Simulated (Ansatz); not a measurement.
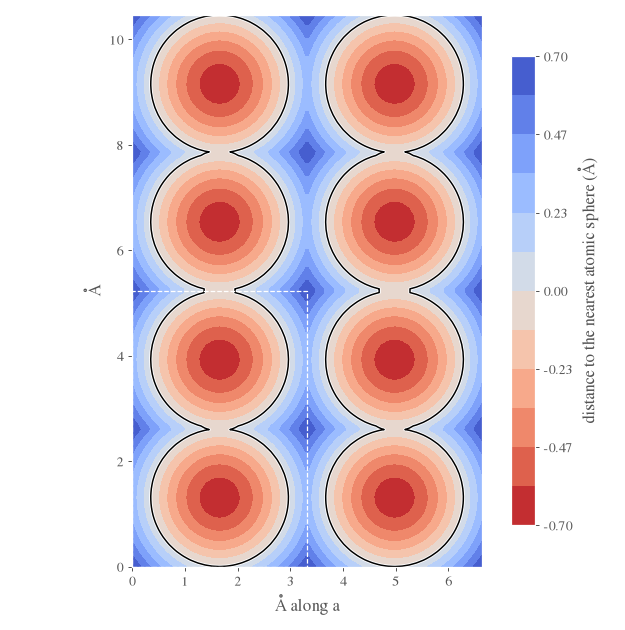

Map of the distance to the nearest atomic sphere in Hg in space group P6_3/mmc, computed on the section y = 0.000 (parallel to a and c; the dashed line is one cell). The black line marks the spheres' surfaces; positive values are empty space; unlabelled circles belong to atoms above or below the section.

The atoms' radii are touching radii (half the shortest distance): Hg 1.62 Å.

Origin of the cell: the end point of a relaxation at fixed volume with Ansatz 0.2.0, DFT PBE+D3(BJ), scalar-relativistic, plane waves, PAW.

```
Hg
1.0
     3.31835    0.00000    0.00000
    -1.65917    2.87377    0.00000
     0.00000    0.00000    5.23278
Hg
2
Direct
  0.66667 0.33333 0.75000
  0.33333 0.66667 0.25000
```

**Where is the largest hole in this section, and how large is it?**

At 0.000, 0.000, 0.000 (fractional), where the distance reaches 0.70 Å; it is enclosed by 6 Hg in an octahedral arrangement. It is the largest hole of the crystal.

**How much of the crystal lies outside the spheres?**

About 29 % of the cell's volume, and 39 % of this section's area.

**What can pass through?**

The largest sphere that fits anywhere has a diameter of 1.40 Å; the largest that can travel through the crystal, about 0.6 Å.
